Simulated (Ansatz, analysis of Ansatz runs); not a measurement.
# Reproducing a measured zero-phonon line: NV- centre in diamond, part 2 of 3

Subject: NV- centre in diamond. Wanted: its zero-phonon line, in one set-up (PBE, 64-site cell, PBE lattice, 420 eV, k: the zone centre alone). The model is a cell of 64 host atoms with 1 site emptied and N put on another atom's site. The excitation energy is a difference of total energies with one electron moved up within one spin channel. A local or semilocal functional is the cheapest first rung.

Ansatz 0.2.0; PBE, 64-site cell, PBE lattice, 420 eV, k: the zone centre alone.

So far, integral of the absolute spin density (μB): step 2 (relaxation, charge −1) 2.26.

**3. Ground state**

Both spins' levels are needed to pick the two between which the electron moves, so the ground state is solved with empty bands.

This step: plane-wave PAW DFT, PBE; single point of a defect supercell.

File ground/input.yaml:

```yaml
crystal:
  lattice:
    - [7.14316351, 0.0, 0.0]
    - [0.0, 7.14316351, 0.0]
    - [0.0, 0.0, 7.14316351]
  atoms:
    - { symbol: C, position: [-0.00165224, -0.001746617, 0.249663552] }
    - { symbol: C, position: [-0.001643015, 0.24952092, -0.001598171] }
    - { symbol: C, position: [0.2496069, -0.001738391, -0.001602205] }
    - { symbol: "N", position: [0.237370378, 0.237264968, 0.237410599] }
    - { symbol: C, position: [0.125105509, 0.12501794, 0.368832704] }
    - { symbol: C, position: [0.125095773, 0.368714608, 0.125145628] }
    - { symbol: C, position: [0.368785589, 0.125013571, 0.12515887] }
    - { symbol: C, position: [0.000275137, 0.000195168, 0.749086393] }
    - { symbol: C, position: [0.002117365, 0.251243511, 0.497574212] }
    - { symbol: C, position: [0.251331311, 0.002024638, 0.497569351] }
    - { symbol: C, position: [0.250639959, 0.250549226, 0.748805289] }
    - { symbol: C, position: [0.124909811, 0.124821575, 0.873532858] }
    - { symbol: C, position: [0.127461266, 0.376489046, 0.622963709] }
    - { symbol: C, position: [0.376582565, 0.127368609, 0.622964288] }
    - { symbol: C, position: [0.375026712, 0.374930507, 0.874977795] }
    - { symbol: C, position: [0.002111706, 0.497435116, 0.251381747] }
    - { symbol: C, position: [0.000283737, 0.748943906, 0.00032904] }
    - { symbol: C, position: [0.251335662, 0.497422505, 0.002170876] }
    - { symbol: C, position: [0.250633251, 0.748662839, 0.250689019] }
    - { symbol: C, position: [0.127455206, 0.62282282, 0.376634071] }
    - { symbol: C, position: [0.124912035, 0.873395764, 0.124959231] }
    - { symbol: C, position: [0.376582254, 0.622820827, 0.127512915] }
    - { symbol: C, position: [0.375016918, 0.874841685, 0.375060646] }
    - { symbol: C, position: [-0.000547391, 0.499445172, 0.750863223] }
    - { symbol: C, position: [-0.000545678, 0.750721278, 0.499582782] }
    - { symbol: C, position: [0.242134268, 0.510584387, 0.510722158] }
    - { symbol: C, position: [0.251011045, 0.75126408, 0.751402607] }
    - { symbol: C, position: [0.125354302, 0.623898596, 0.876032111] }
    - { symbol: C, position: [0.125348657, 0.875894499, 0.624045556] }
    - { symbol: C, position: [0.373657847, 0.624491219, 0.624621656] }
    - { symbol: C, position: [0.374998412, 0.874938439, 0.875072768] }
[... 24 lines left out ...]
    - { symbol: C, position: [0.499732053, 0.499640098, 0.749590481] }
    - { symbol: C, position: [0.499733696, 0.749451248, 0.499770718] }
    - { symbol: C, position: [0.749554179, 0.499635808, 0.499771516] }
    - { symbol: C, position: [0.749855257, 0.749758763, 0.749905128] }
    - { symbol: C, position: [0.624802084, 0.624703871, 0.874904592] }
    - { symbol: C, position: [0.624807564, 0.874752267, 0.624844951] }
    - { symbol: C, position: [0.87485713, 0.624711279, 0.624848752] }
    - { symbol: C, position: [0.874842155, 0.874745828, 0.874883982] }
total_charge: -1
basis:
  ecutwfc: 420
  xc_grid: 2
hamiltonian:
  xc: pbe
kpoints:
  mp_grid: { grid: [1, 1, 1] }
magnetization:
  spin_polarized: true
  initial_magnetization: 2
  spin_locking: { lock_magnetization: hard }
scf:
  occupations: { method: fermi_dirac, width: 0.01 }
  max_iter: 120
  n_extra_bands: 20
  lower_state_search: "off"
output:
  forces: true
  eigenvalues: true
  eigenstates: { localisation: true }
checkpoint:
  read: "../relax.run"
  write: "../ground.run"
  compress: false
  write_wavefunctions: true
  write_every: 100000
```

Command:

```sh
$ ansatz run input.yaml --threads 2 --pin off --max-ram 3768MiB --backend cpu --events-out ev --progress --plain --runs-dir out
```

Numbers of over 12 decimals in the logs are rounded to 6 here.

Log:

```text
[...]
Warning: at least one further symmetry operation maps every atom of the structure, as the run holds it, onto an atom to within 2.57e-5 (fractional), and is not used: no operation is sought that the atoms, as the run holds them, miss by more than 2.00e-5, [...]
Warning: the band count 148 (scf.n_extra_bands) hosts the net moment |M| = 2.0000 μB (N_el = 254) but caps the reachable moment at 2·n_bands − N_el = 42.0000 μB, below the 191 bands that the automatic rule leaves for it — a moment growing past the seed, or [...]
[...]
Crystal: 63 atoms, lattice volume = 364.478 Å³
Basis set: ecut = 420 eV, 7123 PW (Γ), exchange–correlation on 96×96×96 points (8 copies of the dense FFT grid, shifted against one another)
Bands: 148, of which v1, the nominal top of the filled ones, is band 127 counted from 1 (126 counted from 0)
Symmetry: 1 space group operations
[...]
k-points: 1
[...]
Fermi energy:    15.333379 (↑ 16.003108, ↓ 15.011900) eV
[...]
--- Forces (eV/Å), atoms counted from 1 ---
  atom   1  C      0.00818588     0.00874414    -0.00215322
  atom   2  C      0.00581861    -0.00046157     0.00679649
  [... 1 atom left out ...]
  atom   4  N     -0.01407437    -0.00629980    -0.01011762
  atom   5  C      0.00183480    -0.00057276     0.00492054
  atom   6  C      0.00581946    -0.00234505     0.00425742
  atom   7  C      0.00385331     0.00152267    -0.00036215
  [... 8 atoms left out ...]
  atom  16  C      0.00143702    -0.00355647     0.00442941
  [... 1 atom left out ...]
  atom  18  C      0.00467700     0.00014406    -0.00214148
  [... 7 atoms left out ...]
  atom  26  C     -0.00378966    -0.00156867    -0.00089926
  [... 6 atoms left out ...]
  atom  33  C     -0.00215168     0.00376170     0.00132233
  [... 7 atoms left out ...]
  atom  41  C     -0.00166196    -0.00330502    -0.00280512
  [... 6 atoms left out ...]
  atom  48  C     -0.00178541    -0.00067590    -0.00056992
  [... 15 atoms left out ...]
  max |Σ_I F_I| component: 2.26e-5 eV/Å
--- Band table (eV) ---
[...]
[key lines of the parts left out:]
SCF converged after 2 iterations
Magnetization: 2.0000 μB (128.0000 up, 126.0000 down)
Free energy (F): -15908.551615 eV
```

It took 1.3 s on 2 threads of AMD EPYC 9R45, shared host; peak memory 0.6 GiB; 2.4 s of CPU time.

Numbers from this step:

| Quantity | Value |
| --- | --- |
| free energy | -15908.5516 eV |
| total moment | 2 μB |
| integral of the absolute spin density | 2.257 μB |
| spin contamination | 0.009114 |

From eigenstates.tsv, first k-point; energies on the run's zero. The participation number counts the atoms that a state is spread over, of 63; bands count from 0.

```
spin  band  energy (eV)  occupation  participation  largest share on  share
down   120       10.320        1.00           41.3               C14   0.03
down   121       11.253        1.00            5.9                N4   0.39
down   122       12.398        1.00           43.0               C26   0.06
down   123       12.499        1.00           58.0               C26   0.03
down   124       12.499        1.00           58.0               C41   0.03
down   125       14.118        1.00           11.6                N4   0.22
down   126       15.912        0.00            6.1               C26   0.37
down   127       15.912        0.00            6.1               C48   0.30
down   128       17.277        0.00           55.1                C5   0.03
down   129       17.277        0.00           54.2                C6   0.03
down   130       17.280        0.00           46.7                C5   0.05
  up   122       12.128        1.00           35.6                N4   0.09
  up   123       12.369        1.00           51.1               C26   0.05
  up   124       12.369        1.00           51.1               C41   0.06
  up   125       13.715        1.00           11.5                N4   0.26
  up   126       14.754        1.00            6.1               C26   0.36
  up   127       14.755        1.00            6.1               C48   0.32
  up   128       17.251        0.00           46.1                C6   0.05
  up   129       17.259        0.00           54.0                C5   0.03
  up   130       17.259        0.00           54.3                C6   0.03
  up   131       17.431        0.00           49.8               C63   0.05
  up   132       17.436        0.00           44.6               C63   0.05
```

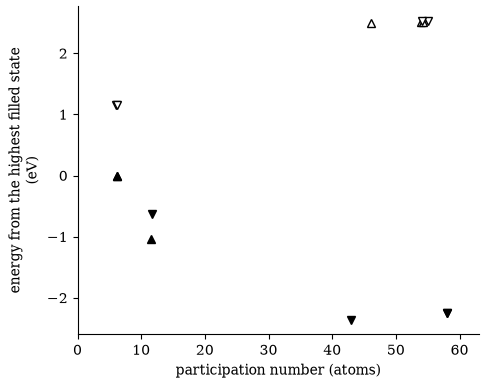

States next to the filling edge at the first k-point: energy against spread. Filled marks are occupied, open marks empty; triangles up and down are the spins.

Under PBE at the zone centre alone, the highest filled state is spin up, spread over 6 of 63 atoms, and the lowest empty one, 1.16 eV above it, is spin down, spread over 6 of 63 atoms.

The largest moments in the atoms' spheres: C48 0.25, C41 0.25, C26 0.25, C49 0.02, C50 0.02, C40 0.02 μB.

**4. Excited state at the ground state's structure**

One electron is moved to the upper level and held there by its overlap; at the ground state's structure the energy difference is the vertical absorption.

This step: plane-wave PAW DFT, PBE; single point of a defect supercell.

excited/input.yaml, as its differences from ground/input.yaml of step 3:

```diff
@@ -59,4 +59,9 @@
 scf:
-  occupations: { method: fermi_dirac, width: 0.01 }
-  max_iter: 120
+  occupations:
+    method: fermi_dirac
+    width: 0.01
+    excite:
+      from: { channel: down, k: 0, band: v2, track: overlap }
+      to: { channel: down, k: 0, band: v1, track: overlap }
+  max_iter: 150
   n_extra_bands: 20
@@ -65,7 +70,5 @@
   forces: true
-  eigenvalues: true
-  eigenstates: { localisation: true }
 checkpoint:
-  read: "../relax.run"
-  write: "../ground.run"
+  read: "../ground.run"
+  write: "../excited.run"
   compress: false
```

Log:

```text
[...]
Crystal: 63 atoms, lattice volume = 364.478 Å³
Basis set: ecut = 420 eV, 7123 PW (Γ), exchange–correlation on 96×96×96 points (8 copies of the dense FFT grid, shifted against one another)
Bands: 148, of which v1, the nominal top of the filled ones, is band 127 counted from 1 (126 counted from 0)
Symmetry: 1 space group operations
[...]
k-points: 1
Excitation: hole v2 ↓ at k 0, (0, 0, 0); particle v1 ↓ at k 0, (0, 0, 0); 1.000000e0 electrons a cell; the bands as a deck names them, k counted from 0 among the points solved; in brackets its point in fractional reciprocal coordinates
[...]
SCF iter   3: F=—  HF=-15906.757813 eV  |F-HF|=—  |Δ(HF+E_count)|=         —  Δρ=1.27e-2 (↑1.18e-7 ↓1.27e-2)  dr2=7.35e-1  dr2_m=1.35e-1  M=2.000 μB ∫|m|=2.219 μB  β_m=0.65  ethr=4.82e-12  ⟨swp⟩=2.5  Hψ=573  notcnv=0
[...]
--- Forces (eV/Å), atoms counted from 1 ---
  atom   1  C     -0.09388236    -0.09336977    -0.33887992
  atom   2  C     -0.09621222    -0.33714254    -0.09522001
  [... 1 atom left out ...]
  atom   4  N      0.14102686     0.14884141     0.14503180
  atom   5  C      0.17275396     0.17037558     0.53486603
  atom   6  C      0.17657142     0.52759481     0.17503938
  atom   7  C      0.53391068     0.17248417     0.17063492
  [... 8 atoms left out ...]
  atom  16  C     -0.08630750    -0.00997264    -0.03553764
  [... 1 atom left out ...]
  atom  18  C     -0.03528224    -0.00624700    -0.08988011
  [... 7 atoms left out ...]
  atom  26  C     -1.17411441     0.11707078     0.11773174
  [... 6 atoms left out ...]
  atom  33  C     -0.00853801    -0.03618151    -0.08650345
  [... 7 atoms left out ...]
  atom  41  C      0.11704849    -1.17324365     0.11577443
  [... 6 atoms left out ...]
  atom  48  C      0.11680044     0.11767995    -1.17067333
  [... 15 atoms left out ...]
  max |Σ_I F_I| component: 7.33e-6 eV/Å
--- Band table (eV) ---
[...]
[key lines of the parts left out:]
Converged-ψ floor refinement (derivative, response, wavefunction or occupation consumer): ⟨swp⟩=2.0  Hψ=601  notcnv=0
SCF converged after 11 iterations
Magnetization: 2.0000 μB (128.0000 up, 126.0000 down)
Free energy (F): -15906.695340 eV
Fermi energy:    16.143475 (↑ 16.143527, ↓ 14.857992) eV  (of the remaining states, beside the excitation)
```

Wall time 2.8 s (2 threads); peak memory 0.64 GiB.

Reading the cycles: dr2 is the Hartree energy of the density residual (eV), the measure of convergence; HF is the Harris–Foulkes estimate of the energy, which meets the free energy F at convergence.

This step gave:

| Quantity | Value |
| --- | --- |
| free energy | -15906.6953 eV |
| total moment | 2 μB |
| integral of the absolute spin density | 2.184 μB |
| spin contamination | 0.01622 |

For the integral of the absolute spin density, step 3 gave 2.26 μB; this run, with other occupations, gives 2.18 μB (-3 %).

**5. Relaxation in the excited state**

The zero-phonon line joins two minima, so the atoms are relaxed with the electron held in the upper level.

This step: plane-wave PAW DFT, PBE; Delta-SCF with one electron moved between two levels, relaxation of all atoms.

excited_relax/input.yaml, as its differences from excited/input.yaml of step 4:

```diff
@@ -72,3 +72,3 @@
   read: "../ground.run"
-  write: "../excited.run"
+  write: "../excited_relax.run"
   compress: false
@@ -76 +76,5 @@
   write_every: 100000
+relax:
+  f_tol: 0.02
+  max_steps: 50
+  escape_saddle: false
```

Log:

```text
[...]
Crystal: 63 atoms, lattice volume = 364.478 Å³
Basis set: ecut = 420 eV, 7123 PW (Γ), exchange–correlation on 96×96×96 points (8 copies of the dense FFT grid, shifted against one another)
Bands: 148, of which v1, the nominal top of the filled ones, is band 127 counted from 1 (126 counted from 0)
Symmetry: 1 space group operations
[...]
k-points: 1
[...]
SCF iter  11: F=-15906.695340 eV  HF=-15906.695340 eV  |F-HF|=9.09e-12  |Δ(HF+E_count)|=   1.36e-9  Δρ=3.23e-7 (↑3.23e-7 ↓2.56e-7)  dr2=8.59e-10  dr2_m=5.77e-11  M=2.000 μB ∫|m|=2.181 μB  ethr=6.79e-12  ⟨swp⟩=1.0  Hψ=856  notcnv=0
[...]
SCF 1 converged in 11 iterations: F = -15906.695340 eV  dr2 = 8.59e-10
[...]
relax step   1: F+E_penalty+E_count = -15906.69533967 eV  Δ(F+E_penalty+E_count) = +0.000e0 eV  max|allowed force component| = 1.174e0 eV/Å  Δτ_max = 0.0000 Å  (11 SCF iters, accepted)
[...]
--- Relaxed structure (4 steps of the walk, 4 accepted, 0 SCFs on fresh bases) ---
  F+E_penalty+E_count = -15906.82759914 eV   max|allowed force component| = 1.130e-2 eV/Å
  atoms:
    - { symbol: C, position: [-0.001031, -0.001124, 0.249373] }
    - { symbol: C, position: [-0.001031, 0.249233, -0.000984] }
    [... 1 atom left out ...]
    - { symbol: N, position: [0.240204, 0.240109, 0.240250] }
    - { symbol: C, position: [0.126613, 0.126520, 0.371219] }
    - { symbol: C, position: [0.126612, 0.371080, 0.126658] }
    - { symbol: C, position: [0.371172, 0.126520, 0.126660] }
    [... 8 atoms left out ...]
    - { symbol: C, position: [0.001647, 0.498142, 0.251656] }
    [... 1 atom left out ...]
    - { symbol: C, position: [0.251610, 0.498142, 0.001693] }
    [... 7 atoms left out ...]
    - { symbol: C, position: [0.236179, 0.512648, 0.512788] }
    [... 6 atoms left out ...]
    - { symbol: C, position: [0.498235, 0.251517, 0.001693] }
    [... 7 atoms left out ...]
    - { symbol: C, position: [0.512741, 0.236086, 0.512787] }
    [... 6 atoms left out ...]
    - { symbol: C, position: [0.512741, 0.512648, 0.236225] }
    [... 15 atoms left out ...]
[key lines of the parts left out:]
SCF converged after 7 iterations
Magnetization: 2.0000 μB (128.0000 up, 126.0000 down)
Free energy (F): -15906.827599 eV
```

Elapsed: 8.9 s, on 2 threads; peak memory 0.67 GiB; 17 s of CPU time.

(Part 2 of 3 ends here.)

[Logs are printed without paths, hosts, clocks, repeated set-up lines and the standing remarks that a program may print on its own settings, such as how far it seeks lower states.]

[Hosts, paths, dates, database ids (printed as entryN), source tags and the programs' standing remarks are cut or masked in the printed files.]

[For some hosts the program warned that the k-mesh of the response run may be too coarse for force constants and the static dielectric constant; such warnings are not shown here.]
